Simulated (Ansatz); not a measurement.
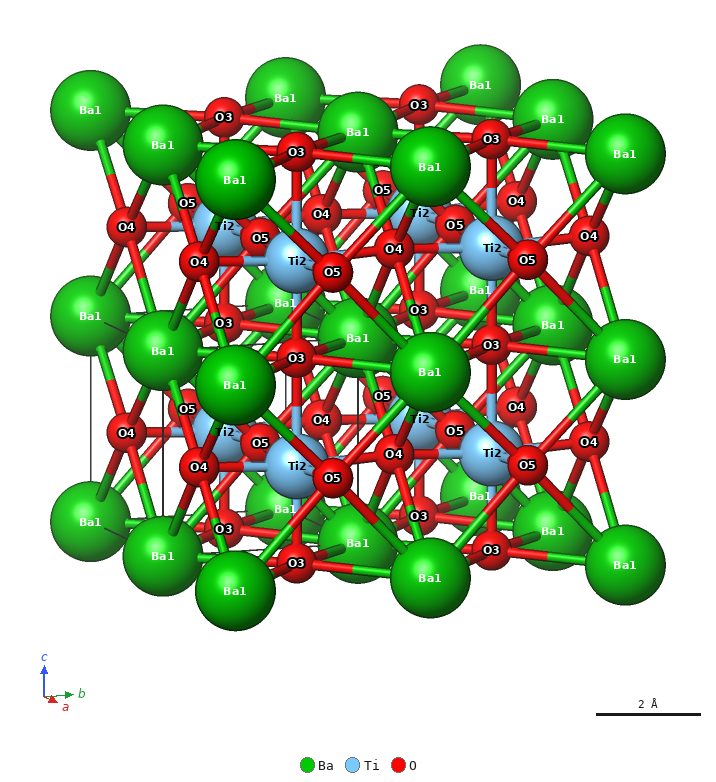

The structure of run A (ball-and-stick view of the cell of the calculation, repeated 2 × 2 × 2, seen slightly off an axis; atoms are numbered from 1 in the order of the input).

## Two runs on BaTiO₃

System: BaTiO₃ (P4mm, 5 atoms in the cell).
Method of run A: DFT PBE, scalar-relativistic, plane waves, PAW, no spin polarisation (Ansatz 0.2.0).

The structure derives from an entry of the Crystallography Open Database. Text and figures count atoms from 1; the logs count them from 0 in places.

**Input file, run A**
```yaml
crystal:
  lattice:
    - [3.9998, 0.0, 0.0]
    - [0.0, 3.9998, 0.0]
    - [0.0, 0.0, 4.018]
  atoms:
    - { symbol: Ba, position: [0.0, 0.0, 0.0] }
    - { symbol: Ti, position: [0.5, 0.5, 0.49] }
    - { symbol: O, position: [0.5, 0.5, 0.019] }
    - { symbol: O, position: [0.5, 0.0, 0.517] }
    - { symbol: O, position: [0.0, 0.5, 0.517] }
basis:
  ecutwfc: 420
kpoints:
  mp_grid: { grid: [8, 8, 8] }
hamiltonian:
  xc: pbe
scf:
  occupations: { method: gaussian, width: 0.02 }
output:
  forces: true
  stress: true
  eigenvalues: true
relax:
  adjacent_minimum: "off"
  f_tol: 0.01
  max_steps: 40
```

Command:
```bash
ansatz run input.yaml --threads 1 --pin off --max-ram 2560MiB --backend cpu --events-out ev --progress --plain --runs-dir out
```

Hardware: 1 thread of Intel Xeon @ 2.50GHz (Skylake/Cascade Lake), 64 GiB of memory available, shared host.

**Output, shortened to warnings, some set-up lines, iterations and results (run A)**
```
Warning: output.stress: scf.convergence.dr2_threshold = 1e-7 eV (the SCF's general default) is looser than the 5e-10 eV advised for a printed stress (1e-10 eV for each atom of the cell: 5). What an SCF threshold leaves in a stress goes as its square root, and in the free energy as the threshold itself, and one threshold admits the most on a small cell: of the crystals measured, under no hybrid …
Basis set: ecut = 420 eV, 1237 PW (Γ), exchange–correlation on 54×54×54 points (8 copies of the dense FFT grid, shifted against one another)
Symmetry: 8 space group operations
k-points: 75 of 512 (time reversal used)
Initial density: superposition of atomic densities (neutral atoms: chi_scale 0, normalization atom), corrected by the library's trained network
[...]
SCF iter   1: F=—  HF=-10159.578024 eV  |F-HF|=—  |Δ(HF+E_count)|=         —  Δρ=1.61e-3  dr2=1.01e-3  ethr=1.77e-3  ⟨swp⟩=6.4  Hψ=9470  notcnv=0
SCF iter   2: F=—  HF=-10159.577597 eV  |F-HF|=—  |Δ(HF+E_count)|=   4.27e-4  Δρ=8.00e-4  dr2=2.72e-4  ethr=2.52e-6  ⟨swp⟩=2.0  Hψ=4066  notcnv=0  defer=27
SCF iter   3: F=—  HF=-10159.577734 eV  |F-HF|=—  |Δ(HF+E_count)|=   1.38e-4  Δρ=1.03e-4  dr2=1.27e-5  ethr=6.81e-7  ⟨swp⟩=2.6  Hψ=2533  notcnv=0  defer=27
SCF iter   4: F=-10159.577732 eV  HF=-10159.577733 eV  |F-HF|=6.10e-7  |Δ(HF+E_count)|=   1.86e-6  Δρ=4.38e-5  dr2=1.19e-6  ethr=3.17e-8  ⟨swp⟩=2.5  Hψ=3316  notcnv=0  …
SCF iter   5: F=-10159.577733 eV  HF=-10159.577733 eV  |F-HF|=3.42e-8  |Δ(HF+E_count)|=   1.12e-8  Δρ=1.31e-5  dr2=8.16e-8  ethr=2.97e-9  ⟨swp⟩=2.7  Hψ=3249  notcnv=0  …
[... 38 lines ...]
SCF iter   4: F=-10159.583877 eV  HF=-10159.583877 eV  |F-HF|=1.62e-9  |Δ(HF+E_count)|=   3.29e-9  Δρ=3.27e-6  dr2=4.30e-9  ethr=5.61e-11  ⟨swp⟩=1.0  Hψ=1801  notcnv=0
SCF iter   5: F=-10159.583877 eV  HF=-10159.583877 eV  |F-HF|=1.09e-10  |Δ(HF+E_count)|=  6.26e-10  Δρ=6.75e-7  dr2=2.29e-10  ethr=1.07e-11  ⟨swp⟩=2.4  Hψ=2520  notcnv=0
SCF iter   6: F=-10159.583877 eV  HF=-10159.583877 eV  |F-HF|=1.82e-12  |Δ(HF+E_count)|=  2.18e-11  Δρ=1.20e-7  dr2=6.18e-12  ethr=1.00e-12  ⟨swp⟩=1.0  Hψ=4279  notcnv=0
SCF 6 converged in 6 iterations: F = -10159.583877 eV  dr2 = 6.18e-12
relax step   6: F+E_penalty+E_count = -10159.58387664 eV  Δ(F+E_penalty+E_count) = -2.135e-9 eV  max|allowed force component| = 1.974e-3 eV/Å  Δτ_max = 0.0000 Å  (6 SCF …
SCF converged after 6 iterations
Free energy (F): -10159.583877 eV
Harris-Foulkes:  -10159.583877 eV  (|F-HF|=1.82e-12)
Internal energy: -10159.583877 eV  (E = F + TS)
E sigma→0 (E₀):  -10159.583877 eV
Fermi energy:    11.258053 eV
--- Per-component energies (eV) ---
  E_band       = -141.038530
  E_kinetic    = 970.725832
  E_local      = -2108.050097  (includes V_loc(G=0)·N_el)
  E_nonlocal   = 203.674385
  E_hartree    = 824.069478
  E_xc         = -491.638428
  E_vxc        = -546.364939  (∫ρ·V_xc dr)
  E_paw        = -6744.696283  (= ΣΔE_a)
  E_vpaw       = -309.170073  (= ΣTr[D̂ρ^β])
  E_aug_tail   = 0.007432  (compensation charges beyond the density's cutoff)
  E_ewald      = -2813.676197
  E_smearing   = -0.000000  (= −TS)
  E_closure    = -0.000000  (closes the sum)
  Σ components = -10159.583877   (vs F -10159.583877, Δ=0.00e0)
--- Forces (eV/Å), atoms counted from 1 ---
  atom   1  Ba    -0.00000000     0.00000000     0.00067307
  atom   2  Ti     0.00000000     0.00000000    -0.00197582
  atom   3  O      0.00000000     0.00000000    -0.00144581
  atom   4  O     -0.00000000     0.00000000     0.00137027
  atom   5  O      0.00000000    -0.00000000     0.00137027
  max |Σ_I F_I| component: 8.02e-6 eV/Å
--- Stress (GPa, compression-positive) ---
        2.364544       0.000000       0.000000
        0.000000       2.364544       0.000000
        0.000000       0.000000       4.774696
  P = ⅓ Tr σ = 3.1679 GPa (31.679 kbar)
--- Relaxed structure (6 steps of the walk, 6 accepted, 0 SCFs on fresh bases) ---
  F+E_penalty+E_count = -10159.58387664 eV   max|allowed force component| = 1.974e-3 eV/Å
  atoms:
    - { symbol: Ba, position: [7.107707575809042e-21, 1.5047080044527504e-34, 3.641745707335571e-5] }
    - { symbol: Ti, position: [0.49999999999999994, 0.49999999999999994, 0.48568893339452524] }
    - { symbol: O, position: [0.49999999999999994, 0.49999999999999994, 0.02529478539923657] }
    - { symbol: O, position: [0.49999999999999994, 9.931072829388153e-35, 0.5159899318745825] }
    - { symbol: O, position: [-1.9713811572984438e-19, 0.49999999999999994, 0.5159899318745825] }
```

The input of run B differs as follows (lines with − go, lines with + come):
```diff
-  ecutwfc: 420
+  ecutwfc: "58.8 Ry"
+  convergence: { dr2_threshold: 1.0e-08 }
```

What does this change do to the results?

The free energy of run B is 4.1 meV per atom lower, which comes mainly from the change of cutoff or grids; a solver setting shouldn't move a converged energy. More plane waves can only lower the energy of a fixed Hamiltonian, so the higher cutoff gives the lower value. The SCF takes 30 iterations over all geometry steps against 36. On the same kind of shared host run B took about 2.1 times as long.

**Output, shortened to warnings, some set-up lines, iterations and results (run B)**
```
Warning: output.stress: scf.convergence.dr2_threshold = 1e-8 eV is looser than the 5e-10 eV advised for a printed stress (1e-10 eV for each atom of the cell: 5). What an SCF threshold leaves in a stress goes as its square root, and in the free energy as the threshold itself, and one threshold admits the most on a small cell: of the crystals measured, under no hybrid functional and no lock of the …
Basis set: ecut = 800.0147556320471 eV, 3287 PW (Γ), exchange–correlation on 80×80×80 points (8 copies of the dense FFT grid, shifted against one another)
Symmetry: 8 space group operations
k-points: 75 of 512 (time reversal used)
Initial density: superposition of atomic densities (neutral atoms: chi_scale 0, normalization atom), corrected by the library's trained network
[...]
SCF iter   1: F=—  HF=-10159.598073 eV  |F-HF|=—  |Δ(HF+E_count)|=         —  Δρ=1.72e-3  dr2=9.87e-4  ethr=1.77e-3  ⟨swp⟩=6.6  Hψ=9615  notcnv=0
SCF iter   2: F=—  HF=-10159.598204 eV  |F-HF|=—  |Δ(HF+E_count)|=   1.30e-4  Δρ=8.62e-4  dr2=2.64e-4  ethr=2.47e-6  ⟨swp⟩=2.1  Hψ=2916  notcnv=0  defer=13
SCF iter   3: F=—  HF=-10159.598278 eV  |F-HF|=—  |Δ(HF+E_count)|=   7.42e-5  Δρ=1.15e-4  dr2=1.37e-5  ethr=6.61e-7  ⟨swp⟩=2.6  Hψ=2530  notcnv=0  defer=14
SCF iter   4: F=—  HF=-10159.598262 eV  |F-HF|=—  |Δ(HF+E_count)|=   1.57e-5  Δρ=4.89e-5  dr2=1.96e-6  ethr=3.44e-8  ⟨swp⟩=2.4  Hψ=2823  notcnv=0  defer=14
SCF iter   5: F=—  HF=-10159.598261 eV  |F-HF|=—  |Δ(HF+E_count)|=   6.57e-7  Δρ=1.73e-5  dr2=1.70e-7  ethr=4.89e-9  ⟨swp⟩=2.0  Hψ=2591  notcnv=0  defer=14
[... 30 lines ...]
SCF iter   4: F=—  HF=-10159.604464 eV  |F-HF|=—  |Δ(HF+E_count)|=   2.28e-5  Δρ=3.41e-5  dr2=6.51e-7  ethr=1.30e-8  ⟨swp⟩=2.0  Hψ=3197  notcnv=0  defer=75
SCF iter   5: F=—  HF=-10159.604464 eV  |F-HF|=—  |Δ(HF+E_count)|=   4.38e-8  Δρ=8.44e-6  dr2=5.71e-8  ethr=1.63e-9  ⟨swp⟩=2.1  Hψ=2671  notcnv=0  defer=75
SCF iter   6: F=-10159.604464 eV  HF=-10159.604464 eV  |F-HF|=2.24e-9  |Δ(HF+E_count)|=   1.63e-9  Δρ=2.80e-6  dr2=5.71e-9  ethr=2.50e-11  ⟨swp⟩=9.9  Hψ=7618  notcnv=0
SCF 5 converged in 6 iterations: F = -10159.604464 eV  dr2 = 5.71e-9
relax step   5: F+E_penalty+E_count = -10159.60446409 eV  Δ(F+E_penalty+E_count) = -1.086e-3 eV  max|allowed force component| = 2.050e-3 eV/Å  Δτ_max = 0.0124 Å  (6 SCF …
SCF converged after 6 iterations
Free energy (F): -10159.604464 eV
Harris-Foulkes:  -10159.604464 eV  (|F-HF|=2.24e-9)
Internal energy: -10159.604464 eV  (E = F + TS)
E sigma→0 (E₀):  -10159.604464 eV
Fermi energy:    11.258264 eV
--- Per-component energies (eV) ---
  E_band       = -141.032569
  E_kinetic    = 970.368123
  E_local      = -2108.065185  (includes V_loc(G=0)·N_el)
  E_nonlocal   = 203.997389
  E_hartree    = 824.090530
  E_xc         = -491.545869
  E_vxc        = -546.246814  (∫ρ·V_xc dr)
  E_paw        = -6744.789701  (= ΣΔE_a)
  E_vpaw       = -309.269133  (= ΣTr[D̂ρ^β])
  E_aug_tail   = 0.000488  (compensation charges beyond the density's cutoff)
  E_ewald      = -2813.660240
  E_smearing   = -0.000000  (= −TS)
  E_closure    = 0.000000  (closes the sum)
  Σ components = -10159.604464   (vs F -10159.604464, Δ=0.00e0)
--- Forces (eV/Å), atoms counted from 1 ---
  atom   1  Ba    -0.00000000     0.00000000     0.00069693
  atom   2  Ti     0.00000000     0.00000000    -0.00204498
  atom   3  O      0.00000000     0.00000000    -0.00148079
  atom   4  O     -0.00000000     0.00000000     0.00142727
  atom   5  O      0.00000000    -0.00000000     0.00142727
  max |Σ_I F_I| component: 2.57e-5 eV/Å
--- Stress (GPa, compression-positive) ---
        2.370844       0.000000       0.000000
        0.000000       2.370844       0.000000
        0.000000       0.000000       4.783691
  P = ⅓ Tr σ = 3.1751 GPa (31.751 kbar)
--- Relaxed structure (5 steps of the walk, 5 accepted, 0 SCFs on fresh bases) ---
  F+E_penalty+E_count = -10159.60446409 eV   max|allowed force component| = 2.050e-3 eV/Å
  atoms:
    - { symbol: Ba, position: [6.840053315810428e-21, 2.0764970461447958e-34, 3.504608839786644e-5] }
    - { symbol: Ti, position: [0.49999999999999994, 0.49999999999999994, 0.48566133851460064] }
    - { symbol: O, position: [0.49999999999999994, 0.49999999999999994, 0.02532374753736339] }
    - { symbol: O, position: [0.49999999999999994, 9.931072829388153e-35, 0.5159899339298191] }
    - { symbol: O, position: [-1.971377146029556e-19, 0.49999999999999994, 0.5159899339298191] }
```

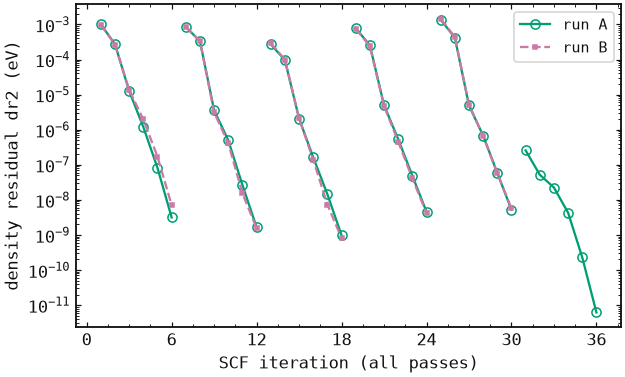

Convergence of the two runs: density residual dr2 against the SCF iteration. A break in a curve parts two SCF passes. Run A takes 36 iterations in all, and run B takes 30.

**The two runs side by side**

```csv
quantity,run A,run B
outcome,converged,converged
free energy per atom (eV),−2031.9168,−2031.9209
gap on the mesh (eV),1.86,1.86
pressure (GPa),3.17,3.18
largest force (eV/Å),0.002,0.002
SCF iterations,36,30
irreducible k-points,75,75
wall time (shared host),62 s,2.2 min
```

For both runs: Warnings: the SCF threshold is looser than advised for the printed stress.
